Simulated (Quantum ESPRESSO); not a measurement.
**Nb: 7 runs along one coordinate**

System: Nb (1 atom in the cell).
Method: Kohn-Sham DFT of a periodic cell, PBE with D3(BJ), PseudoDojo 0.4.1 SR PBE standard, no spin polarisation (Quantum ESPRESSO 7.5).

The 7 runs differ only in the geometry, by an even scaling of the cell at fixed fractional positions. The structure derives from an entry of the Crystallography Open Database.

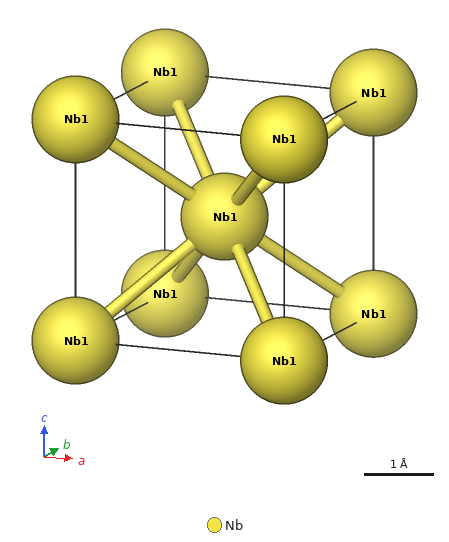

Figure 1. The structure of run 4 (ball-and-stick view of the cell 2 times as large as that of the calculation, set on its symmetry axes, seen slightly off an axis; atoms are numbered from 1 in the order of the input).

**Input of run 4**
```
&CONTROL
  calculation = 'scf'
  prefix = 'pwscf'
  outdir = './tmp'
  pseudo_dir = './pseudo'
  tprnfor = .true.
  tstress = .true.
  disk_io = 'nowf'
/
&SYSTEM
  ibrav = 0
  nat = 1
  ntyp = 1
  ecutwfc = 82
  nbnd = 12
  occupations = 'smearing'
  smearing = 'fd'
  degauss = 0.00367493
  vdw_corr = 'grimme-d3'
  dftd3_version = 4
/
&ELECTRONS
  conv_thr = 2d-10
  electron_maxstep = 120
  mixing_beta = 0.5
/
ATOMIC_SPECIES
Nb    92.9064 Nb.upf
CELL_PARAMETERS angstrom
  -1.6639500000    1.6639500000    1.6639500000
   1.6639500000   -1.6639500000    1.6639500000
   1.6639500000    1.6639500000   -1.6639500000
ATOMIC_POSITIONS crystal
Nb     0.0000000000    0.0000000000    0.0000000000
K_POINTS automatic
11 11 11 0 0 0
```

Command:
```bash
OMP_NUM_THREADS=1 pw.x -in pw.in > pw.out
```

Lattice vectors (Å) and fractional positions of run 4:
```
  -1.663950    1.663950    1.663950
   1.663950   -1.663950    1.663950
   1.663950    1.663950   -1.663950
Nb  0.000000  0.000000  0.000000
```

Run 2 differs from it as follows:
```diff
-  -1.6639500000    1.6639500000    1.6639500000
-   1.6639500000   -1.6639500000    1.6639500000
-   1.6639500000    1.6639500000   -1.6639500000
+  -1.6414614324    1.6414614324    1.6414614324
+   1.6414614324   -1.6414614324    1.6414614324
+   1.6414614324    1.6414614324   -1.6414614324
```

**Results, with one run withheld**

| run | volume per atom (Å³) | free energy per atom, from the lowest run given (meV) | pressure (GPa) |
| --- | --- | --- | --- |
| 1 | 17.322 | 0.00 | 3.50 |
| 2 | 17.691 | ? | ? |
| 3 | 18.060 | 1.16 | −3.90 |
| 4 | 18.428 | 13.80 | −7.16 |
| 5 | 18.797 | 33.63 | −10.14 |
| 6 | 19.165 | 60.01 | −12.84 |
| 7 | 19.534 | 92.30 | −15.29 |

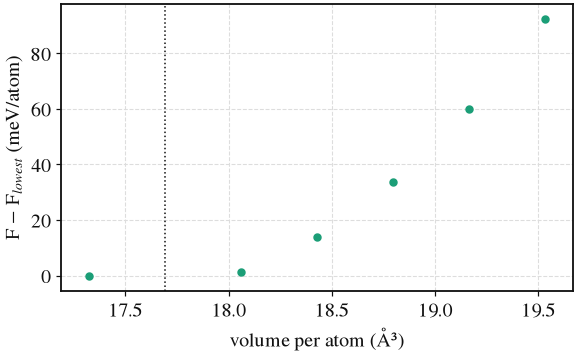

Figure 2. Free energy per atom of the runs given; the dotted line marks run 2.

What should run 2 give?

A cubic polynomial in V^(−2/3) (the Birch–Murnaghan form), fitted to the 6 runs given, misses them by at most 0.04 meV per atom. With x = V^(−2/3) − 0.14282 Å⁻², it reads F = 18.483 − 9642.3 x + 1.0553e+06 x² − 2.1547e+06 x³ (meV per atom). At run 2 it gives −3.72 meV per atom, and the run itself gives −3.67. The slope of the fit gives a pressure −dF/dV of −0.30 GPa there, and the run prints −0.35 GPa. The fit has its minimum at 17.661 Å³ per atom, where V d²F/dV² gives 180 GPa: the bulk modulus at this level, since symmetry fixes the shape and the positions.

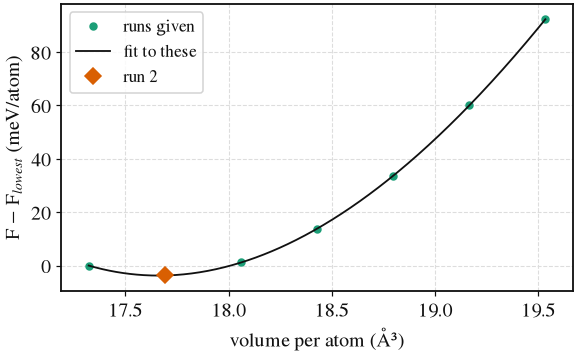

Figure 3. The fit and the withheld run.

**Some lines of the output (run 2)**
```
[...]
     unit-cell volume          =     119.3847 (a.u.)^3
     number of k points=    56  Fermi-Dirac smearing, width (Ry)=  0.0037
     total energy              =    -124.60958842 Ry
     total energy              =    -124.61997823 Ry
     total energy              =    -124.62028822 Ry
     total energy              =    -124.62030414 Ry
     total energy              =    -124.62030624 Ry
     total energy              =    -124.62030632 Ry
     the Fermi energy is    18.3239 ev
!    total energy              =    -124.62030632 Ry
     The total energy is F=E-TS. E is the sum of the following terms:
     Computing stress (Cartesian axis) and pressure
          total   stress  (Ry/bohr**3)                   (kbar)     P=       -3.54
```
